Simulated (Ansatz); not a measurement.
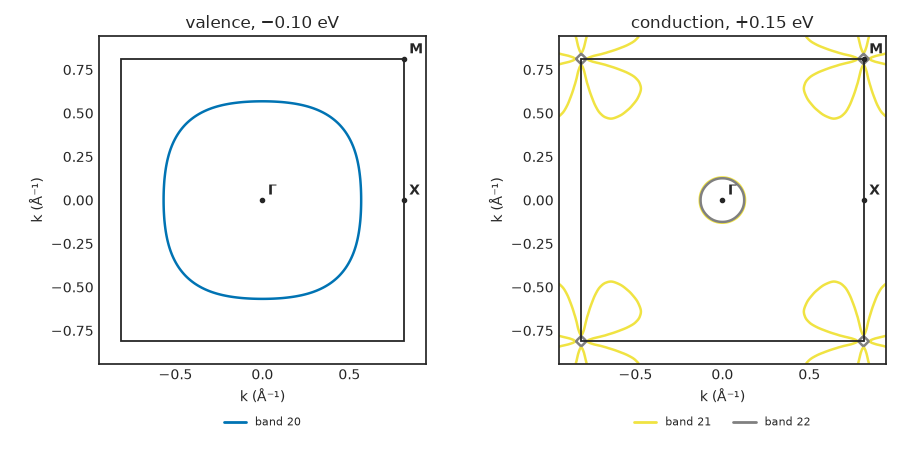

A SnO monolayer (space group of the slab cell P4/nmm): constant-energy contours at both band edges (energies from each edge).

Theory: DFT PBE, scalar-relativistic, plane waves, PAW; levels and slopes on a dense k mesh at the converged density in Ansatz. No spin polarisation. The levels come from a k mesh of 56×56×1 points. The geometry was not relaxed. The cell comes from a database of computed structures, not from a measurement.

Masses come from a second pass at points close to the extrema; at the energies drawn a band may no longer be parabolic.

**Is the gap direct or indirect, and how large does the calculation make it?**

The gap is indirect, 2.95 eV at this level of theory (semilocal functionals give gaps that are too small, and can reorder valleys that lie close). It is nearly direct: the smallest vertical gap, at Γ, is only 2.97 eV, so the kind of gap isn't settled at this level.

**Give the valleys and their effective masses.**

Valence band (extrema up to 0.10 eV from the edge): four equivalent maxima on the M–Γ line, nearly flat in one direction, with mass 4.73 mₑ across. Band 20 forms the valence edge. The surfaces also take in Γ, where this band lies 0.03 eV below its edge, so they needn't be separate pockets.
Conduction band (extrema up to 0.15 eV from the edge): one minimum at Γ, mass 0.42 mₑ in all directions; four equivalent minima on the M–Γ line, 0.07 eV above the edge, principal masses 0.80 and 1.10 mₑ. Band 21 forms the conduction edge; band 22 begins 0.02 eV higher (at Γ). Another band lies within 0.06 eV there, so the masses may hold only close to the extrema.

Spin-orbit coupling, left out here, can change the gap, its kind, the place of the band edges and the masses, since the compound holds Sn.

The run (self-consistency and the dense mesh) took 84 s on 2 threads of Intel(R) Xeon(R) Platinum 8259CL CPU @ 2.50GHz (Skylake/Cascade Lake), on a shared host, peak memory 1.4 GiB.
